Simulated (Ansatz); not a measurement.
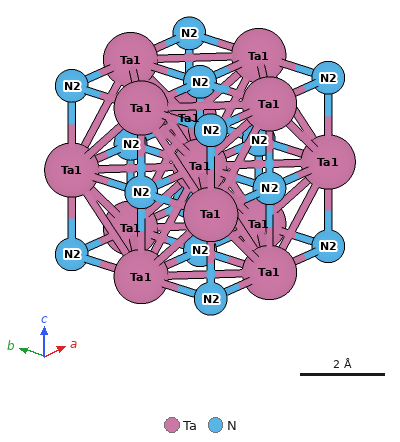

Figure 1. The structure (ball-and-stick view of the cell 4 times as large as that of the calculation, set on its symmetry axes, seen at an oblique angle; atoms are numbered from 1 in the order of the input). An atom can appear more than once, as a periodic image. Near neighbours in the periodic cell (some may lie outside the picture): Ta has 6 N at 2.18 Å and 12 Ta at 3.08 Å; N has 6 Ta at 2.18 Å.

**TaN: a changed input and its effect**

System: TaN (Fm-3m, 2 atoms in the cell).
Method of run A: Kohn-Sham DFT of a periodic cell, PBE, Ansatz PAW, spin-polarised (Ansatz 0.2.0).

The structure derives from an entry of the Crystallography Open Database. Text and figures count atoms from 1; the logs count them from 0 in places.

Input, run A:
```yaml
crystal:
  lattice:
    - [0.0, 2.17900131, 2.17900131]
    - [2.17900131, 0.0, 2.17900131]
    - [2.17900131, 2.17900131, 0.0]
  atoms:
    - { symbol: Ta, position: [0.5, 0.5, 0.5], spin: 0.5 }
    - { symbol: "N", position: [0.0, 0.0, 0.0] }
hamiltonian:
  xc: pbe
  pseudopotentials: { kind: paw }
magnetization:
  spin_polarized: true
kpoints:
  mp_grid: { grid: [7, 7, 7] }
scf:
  occupations: { method: gaussian, width: 0.05 }
output:
  forces: true
  stress: true
  eigenvalues: true
  write_density: true
  write_potential: true
  elf: true
  volumetric_format: npy
```

Command:
```bash
ansatz run input.yaml --threads 2 --pin off --max-ram 5632MiB --backend cpu --events-out ev --progress --plain --runs-dir out
```

Hardware: 2 threads of Arm Neoverse V2, 24 GiB of memory available, shared host.

Output, shortened to warnings, some set-up lines, iterations and results (run A):
```
WARN: the starting moments were not kept: the SCF closed with an absolute magnetisation of 1.6e-6 μB, where they sum to 0.5 μB in size (1 site). That is at most 0.1 of that sum. Measured as dr2_m measures the in/out step, that magnetisation stands 5.3e-13 eV from none, at or under the dr2_threshold of 1.0e-7 eV: it is no larger than a step whose dr2_m would equal this threshold. The system may …
Basis set: ecut = 420 eV, 411 PW (Γ), exchange–correlation on 48×48×48 points (8 copies of the dense FFT grid, shifted against one another)
Symmetry: 48 space group operations
k-points: 20 of 343
Initial density: superposition of atomic densities (chi_scale 0.1, normalization cell, long waves kept (reshape's long-wave potential 0.00 eV rms))
[...]
SCF iter   1: F=—  HF=-10318.154899 eV  |F-HF|=—  |Δ(HF+E_count)|=         —  Δρ=3.80e-2 (↑3.80e-2 ↓3.21e-2)  dr2=9.46e-1  dr2_m=3.92e-2  M=0.012 μB ∫|m|=0.040 μB  β_m=0.30  …
SCF iter   2: F=—  HF=-10317.820245 eV  |F-HF|=—  |Δ(HF+E_count)|=   3.35e-1  Δρ=1.88e-2 (↑1.88e-2 ↓1.72e-2)  dr2=6.37e-2  dr2_m=1.90e-2  M=0.013 μB ∫|m|=0.035 μB  β_m=0.34  …
SCF iter   3: F=—  HF=-10317.855468 eV  |F-HF|=—  |Δ(HF+E_count)|=   3.52e-2  Δρ=1.13e-2 (↑1.13e-2 ↓1.11e-2)  dr2=2.36e-2  dr2_m=6.72e-3  M=0.020 μB ∫|m|=0.033 μB  β_m=0.60  …
SCF iter   4: F=—  HF=-10317.902400 eV  |F-HF|=—  |Δ(HF+E_count)|=   4.69e-2  Δρ=1.23e-3 (↑5.96e-4 ↓1.23e-3)  dr2=1.95e-4  dr2_m=1.10e-4  M=0.012 μB ∫|m|=0.015 μB  β_m=0.70  …
SCF iter   5: F=—  HF=-10317.903113 eV  |F-HF|=—  |Δ(HF+E_count)|=   7.13e-4  Δρ=4.18e-4 (↑2.72e-4 ↓4.18e-4)  dr2=1.16e-5  dr2_m=1.95e-5  M=0.005 μB ∫|m|=0.007 μB  β_m=0.85  …
SCF iter   6: F=—  HF=-10317.903135 eV  |F-HF|=—  |Δ(HF+E_count)|=   2.21e-5  Δρ=1.00e-4 (↑1.00e-4 ↓4.65e-5)  dr2=1.64e-6  dr2_m=8.18e-7  M=0.001 μB ∫|m|=0.001 μB  β_m=0.92  …
SCF iter   7: F=—  HF=-10317.903136 eV  |F-HF|=—  |Δ(HF+E_count)|=   1.35e-6  Δρ=2.10e-5 (↑2.08e-5 ↓2.10e-5)  dr2=8.44e-9  dr2_m=8.02e-8  M=0.000 μB ∫|m|=0.000 μB  β_m=0.93  …
SCF iter   8: F=—  HF=-10317.903136 eV  |F-HF|=—  |Δ(HF+E_count)|=   2.48e-8  Δρ=3.10e-6 (↑2.59e-6 ↓3.10e-6)  dr2=1.19e-9  dr2_m=1.29e-9  M=0.000 μB ∫|m|=0.000 μB  β_m=0.96  …
SCF iter   9: F=—  HF=-10317.903136 eV  |F-HF|=—  |Δ(HF+E_count)|=  8.20e-10  Δρ=4.76e-7 (↑4.76e-7 ↓2.76e-7)  dr2=7.07e-11  dr2_m=1.38e-11  M=-0.000 μB ∫|m|=0.000 μB  …
SCF iter  10: F=-10317.903136 eV  HF=-10317.903136 eV  |F-HF|=7.28e-12  |Δ(HF+E_count)|=  1.82e-11  Δρ=1.18e-7 (↑1.18e-7 ↓8.05e-8)  dr2=5.09e-12  dr2_m=6.45e-13  M=0.000 μB …
SCF 1 converged in 10 iterations: F = -10317.903136 eV  dr2 = 5.09e-12
WARN: the starting moments were not kept: the SCF closed with an absolute magnetisation of 1.6e-6 μB, where they sum to 0.5 μB in size (1 site). That is at most 0.1 of that sum. Measured as dr2_m measures the in/out step, that magnetisation stands 5.3e-13 eV from none, at or under the dr2_threshold …
SCF converged after 10 iterations
Magnetization: 0.0000 μB (9.0000 up, 9.0000 down)
Absolute magnetization: 0.0000 μB (∫|ρ↑−ρ↓|, with the PAW one-centre terms)
Spin contamination: 0.0000 ħ² per cell (⟨S²⟩ above its minimum at these occupations)
Per-site moments (μB) at R_I (Å): [(7.132680565047688e-7, 0.898838040375), (1.9343936662444446e-7, 0.898838040375)]
Free energy (F): -10317.903136 eV
Harris-Foulkes:  -10317.903136 eV  (|F-HF|=7.28e-12)
Internal energy: -10317.901237 eV  (E = F + TS)
E sigma→0 (E₀):  -10317.902187 eV
Entropy (-TS):   -0.001899 eV (-0.950 meV/atom)
Fermi energy:    22.348364 eV
--- Per-component energies (eV) ---
  E_band       = -33.891779
  E_kinetic    = 503.394773
  E_local      = -564.316580  (includes V_loc(G=0)·N_el)
  E_nonlocal   = 60.379670
  E_hartree    = 191.704717
  E_xc         = -280.871636
  E_vxc        = -283.642833  (∫ρ·V_xc dr)
  E_paw        = -8524.672903  (= ΣΔE_a)
  E_vpaw       = -133.116498  (= ΣTr[D̂ρ^β])
[...]
```

For run B the input was changed thus:
```diff
-    - { symbol: Ta, position: [0.5, 0.5, 0.5], spin: 0.5 }
+    - { symbol: Ta, position: [0.5, 0.5, 0.5], spin: 0.06 }
-  xc: pbe
+  xc: pbesol
```

What does this change do to the results?

The total energies belong to different methods, so their difference says nothing on which is more stable or more accurate. The pressure goes from 14.35 to 4.26 GPa. The functional changes from PBE to PBEsol. The number of SCF iterations is the same.

Output, shortened to warnings, some set-up lines, iterations and results (run B):
```
WARN: the starting moments were not kept: the SCF closed with an absolute magnetisation of 9.1e-7 μB, where they sum to 0.06 μB in size (1 site). That is at most 0.1 of that sum. Measured as dr2_m measures the in/out step, that magnetisation stands 1.6e-13 eV from none, at or under the dr2_threshold of 1.0e-7 eV: it is no larger than a step whose dr2_m would equal this threshold. The system may …
Basis set: ecut = 420 eV, 411 PW (Γ), exchange–correlation on 48×48×48 points (8 copies of the dense FFT grid, shifted against one another)
Symmetry: 48 space group operations
k-points: 20 of 343
Initial density: superposition of atomic densities (chi_scale 0.1, normalization cell, long waves kept (reshape's long-wave potential 0.00 eV rms))
[...]
SCF iter   1: F=—  HF=-10187.247316 eV  |F-HF|=—  |Δ(HF+E_count)|=         —  Δρ=2.83e-2 (↑2.83e-2 ↓2.74e-2)  dr2=6.80e-1  dr2_m=5.18e-4  M=0.004 μB ∫|m|=0.006 μB  β_m=0.30  …
SCF iter   2: F=—  HF=-10186.998924 eV  |F-HF|=—  |Δ(HF+E_count)|=   2.48e-1  Δρ=1.51e-2 (↑1.51e-2 ↓1.48e-2)  dr2=6.18e-2  dr2_m=2.63e-4  M=0.003 μB ∫|m|=0.005 μB  β_m=0.34  …
SCF iter   3: F=—  HF=-10187.031529 eV  |F-HF|=—  |Δ(HF+E_count)|=   3.26e-2  Δρ=9.05e-3 (↑9.05e-3 ↓9.01e-3)  dr2=2.14e-2  dr2_m=9.87e-5  M=0.003 μB ∫|m|=0.004 μB  β_m=0.59  …
SCF iter   4: F=—  HF=-10187.076130 eV  |F-HF|=—  |Δ(HF+E_count)|=   4.46e-2  Δρ=9.41e-4 (↑8.10e-4 ↓9.41e-4)  dr2=6.48e-4  dr2_m=1.30e-6  M=0.002 μB ∫|m|=0.002 μB  β_m=0.70  …
SCF iter   5: F=—  HF=-10187.077019 eV  |F-HF|=—  |Δ(HF+E_count)|=   8.89e-4  Δρ=1.09e-4 (↑1.09e-4 ↓1.08e-4)  dr2=3.09e-6  dr2_m=2.91e-7  M=0.001 μB ∫|m|=0.001 μB  β_m=0.78  …
SCF iter   6: F=—  HF=-10187.077040 eV  |F-HF|=—  |Δ(HF+E_count)|=   2.10e-5  Δρ=3.86e-5 (↑2.07e-5 ↓3.86e-5)  dr2=6.74e-7  dr2_m=5.22e-8  M=0.000 μB ∫|m|=0.000 μB  β_m=0.89  …
SCF iter   7: F=—  HF=-10187.077040 eV  |F-HF|=—  |Δ(HF+E_count)|=   2.35e-7  Δρ=1.28e-5 (↑1.28e-5 ↓6.75e-6)  dr2=7.20e-8  dr2_m=6.34e-9  M=0.000 μB ∫|m|=0.000 μB  β_m=0.92  …
SCF iter   8: F=—  HF=-10187.077040 eV  |F-HF|=—  |Δ(HF+E_count)|=   4.74e-9  Δρ=4.65e-6 (↑4.65e-6 ↓2.77e-6)  dr2=1.09e-8  dr2_m=8.02e-10  M=0.000 μB ∫|m|=0.000 μB  β_m=0.96  …
SCF iter   9: F=—  HF=-10187.077040 eV  |F-HF|=—  |Δ(HF+E_count)|=  4.91e-11  Δρ=5.87e-7 (↑5.87e-7 ↓4.80e-7)  dr2=2.13e-10  dr2_m=1.51e-11  M=0.000 μB ∫|m|=0.000 μB  β_m=0.98 …
SCF iter  10: F=-10187.077040 eV  HF=-10187.077040 eV  |F-HF|=1.82e-12  |Δ(HF+E_count)|=  2.00e-11  Δρ=4.01e-8 (↑4.01e-8 ↓3.48e-8)  dr2=1.42e-13  dr2_m=2.32e-13  M=0.000 μB …
SCF 1 converged in 10 iterations: F = -10187.077040 eV  dr2 = 1.42e-13
WARN: the starting moments were not kept: the SCF closed with an absolute magnetisation of 9.1e-7 μB, where they sum to 0.06 μB in size (1 site). That is at most 0.1 of that sum. Measured as dr2_m measures the in/out step, that magnetisation stands 1.6e-13 eV from none, at or under the …
SCF converged after 10 iterations
Magnetization: 0.0000 μB (9.0000 up, 9.0000 down)
Absolute magnetization: 0.0000 μB (∫|ρ↑−ρ↓|, with the PAW one-centre terms)
Spin contamination: 0.0000 ħ² per cell (⟨S²⟩ above its minimum at these occupations)
Per-site moments (μB) at R_I (Å): [(3.5461529865881193e-7, 0.898838040375), (1.8958684683722773e-7, 0.898838040375)]
Free energy (F): -10187.077040 eV
Harris-Foulkes:  -10187.077040 eV  (|F-HF|=1.82e-12)
Internal energy: -10187.074691 eV  (E = F + TS)
E sigma→0 (E₀):  -10187.075866 eV
Entropy (-TS):   -0.002350 eV (-1.175 meV/atom)
Fermi energy:    22.163832 eV
--- Per-component energies (eV) ---
  E_band       = -36.401159
  E_kinetic    = 502.457153
  E_local      = -565.948528  (includes V_loc(G=0)·N_el)
  E_nonlocal   = 63.100649
  E_hartree    = 191.021591
  E_xc         = -278.714178
  E_vxc        = -282.758214  (∫ρ·V_xc dr)
  E_paw        = -8395.713835  (= ΣΔE_a)
  E_vpaw       = -135.295644  (= ΣTr[D̂ρ^β])
[...]
```

The two runs side by side:

| quantity | run A | run B |
| --- | --- | --- |
| outcome | converged | converged |
| free energy per atom (eV) | −5158.9516 | −5093.5385 |
| energy per atom, smearing taken to zero (eV) | −5158.9511 | −5093.5379 |
| gap on the mesh (eV) | 0.00 | 0.00 |
| net moment of the cell (μB) | 0.00 | 0.00 |
| absolute moment of the cell (μB) | 0.00 | 0.00 |
| pressure (GPa) | 14.35 | 4.26 |
| largest force (eV/Å) | 0.000 | 0.000 |
| SCF iterations | 10 | 10 |
| irreducible k-points | 20 | 20 |
| plane waves at Γ | 411 | 411 |
| wall time (shared host) | 0.9 s | 0.97 s |

For both runs: Warnings: some starting moments were not kept. Spin–orbit coupling is left out, which matters for Ta. For run A: The cell is under a pressure of 14.3 GPa at this level, so it is not at its equilibrium volume.
